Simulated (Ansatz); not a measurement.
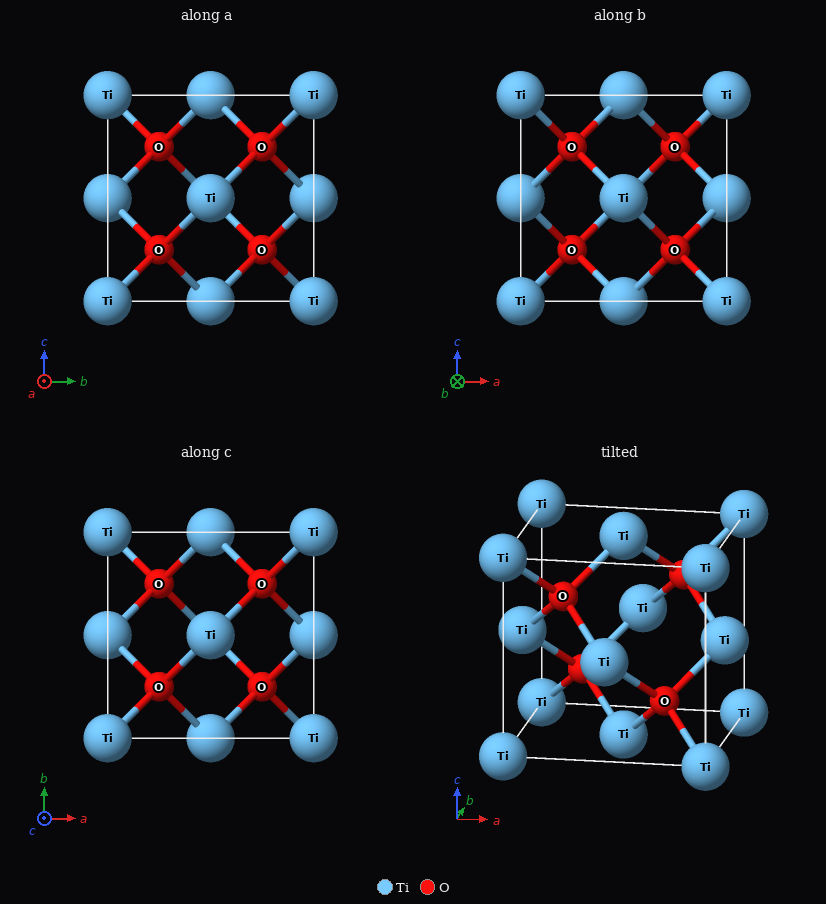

A ball-and-stick picture of a crystal structure, seen along the a axis, along the b axis, along the c axis and slightly off an axis. The edges of the conventional unit cell are marked.

Lattice parameters: a = 4.6103 Å, b = 4.6103 Å, c = 4.6103 Å, α = 90.000°, β = 90.000°, γ = 90.000°.

### Express the structure as a CIF in P1 with every atom of the cell.

```cif
data_structure
_symmetry_space_group_name_H-M 'P 1'
_symmetry_Int_Tables_number 1
_cell_length_a 4.6103
_cell_length_b 4.6103
_cell_length_c 4.6103
_cell_angle_alpha 90.000
_cell_angle_beta 90.000
_cell_angle_gamma 90.000
_cell_volume 97.99
loop_
_atom_site_label
_atom_site_type_symbol
_atom_site_fract_x
_atom_site_fract_y
_atom_site_fract_z
_atom_site_occupancy
Ti1 Ti 0.0000 0.0000 0.0000 1
O1 O 0.2500 0.2500 0.7500 1
Ti2 Ti 0.0000 0.5000 0.5000 1
O2 O 0.2500 0.7500 0.2500 1
Ti3 Ti 0.5000 0.0000 0.5000 1
O3 O 0.7500 0.2500 0.2500 1
Ti4 Ti 0.5000 0.5000 0.0000 1
O4 O 0.7500 0.7500 0.7500 1
```

The starting point was a structure type filled with these elements by a generator (whether the compound takes this form wasn't checked). Earlier steps of the study may have refined or changed the cell and positions. Ansatz was used for an electronic-structure calculation on it.
